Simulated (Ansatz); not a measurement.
System: HfO2.

```
Hf O
1.0
     0.00000    0.00000   -5.04413
     0.00000    5.04413    0.00000
     5.04413    0.00000    0.00000
Hf O
4 8
Cartesian
  3.7831 1.1884 0.0000
  3.7831 3.7105 -2.5221
  1.2610 3.8557 0.0000
  1.2610 1.3336 -2.5221
  2.1181 2.5221 -1.2582
  2.1181 0.0000 -3.7802
  0.4040 0.0000 -1.2639
  0.4040 2.5221 -3.7860
  4.6402 2.5221 -1.2582
  4.6402 0.0000 -3.7802
  2.9261 0.0000 -1.2639
  2.9261 2.5221 -3.7860
```

Space group C2/c; not relaxed (largest force 1.7 eV/Å); computed pressure about 17 GPa in this cell; PAW files of the earlier set (soft_1).

Computed with DFT PBEsol, scalar-relativistic, plane waves, PAW in Ansatz.

> What can the converged valence pseudo-density and electron localisation function tell about the bonding?

Hf–O (1.94 Å): ρ at the midpoint is about 0.98 e/Å³; the ELF peaks at about 0.80 in the valence shell of O, 0.6 Å from its nucleus, and drops to about 0.25 between the two atoms; no localised pair shows between them.
Hf–O (2.02 Å): ρ is about 0.8 e/Å³ halfway; the ELF peaks at about 0.85 in the valence shell of O, 0.6 Å from its nucleus, and drops to about 0.20 between the two atoms: no localised pair shows between them.

> Does the calculation give a band gap?

It is gapped, with a Kohn–Sham gap of 4.4 eV on the k-point mesh, an upper bound to the gap of this method.

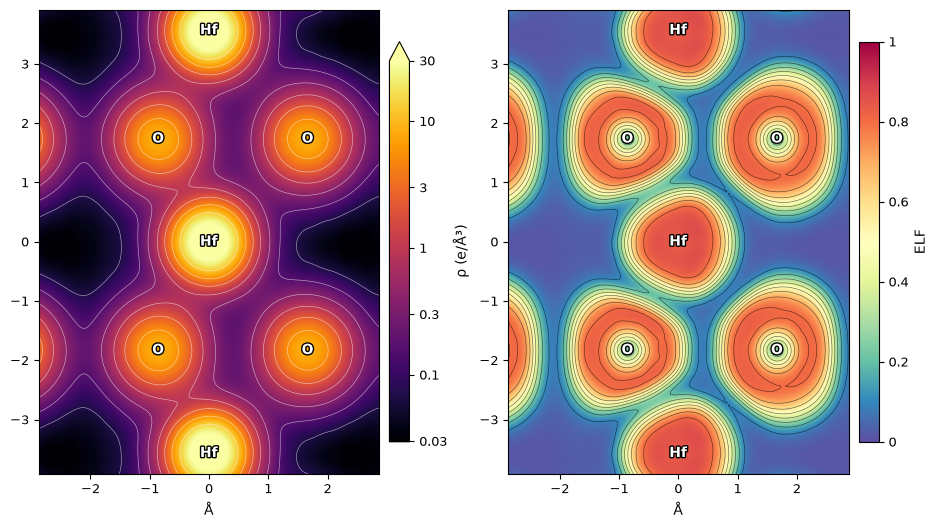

Computed valence pseudo-density and electron localisation function on the (110) plane of the conventional cell, in this order. 

Core electrons are frozen (PAW), and the valence fields are smoothed inside the atomic spheres.
